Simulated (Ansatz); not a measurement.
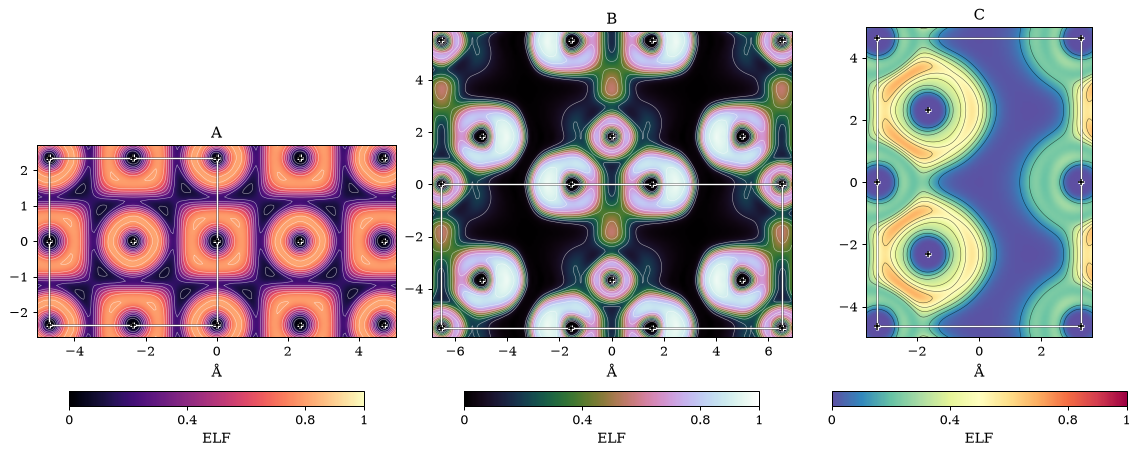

The ELF of 3 systems, each on a plane through atoms (crosses mark nuclei in the plane).

Computed with DFT r2SCAN, scalar-relativistic, plane waves, PAW in Ansatz 0.2.0.

System 1: WS2, the (110) plane of the conventional cell. Space group P6₃/mmc.

System 2: InSb, the (110) plane of the conventional cell. Space group F-43m.

System 3: ZrC, the (010) plane of the conventional cell. Space group Fm-3m.

Which map belongs to which system?

Answer. Panel A is system 3, ZrC: the plane holds Zr and C. Zr–C (2.36 Å): the ELF peaks at about 0.80 in the valence shell of C, 0.7 Å from its nucleus, and is about 0.25 at the midpoint; no localised pair shows between them. Panel B is system 1, WS2: the plane holds W and S. W–S (2.41 Å): the ELF peaks at about 0.85 in the valence shell of S, 0.8 Å from its nucleus, and is about 0.50 at the midpoint. Panel C is system 2, InSb: the plane holds In and Sb. In–Sb (2.84 Å): the ELF peaks at about 0.70 between the atoms.
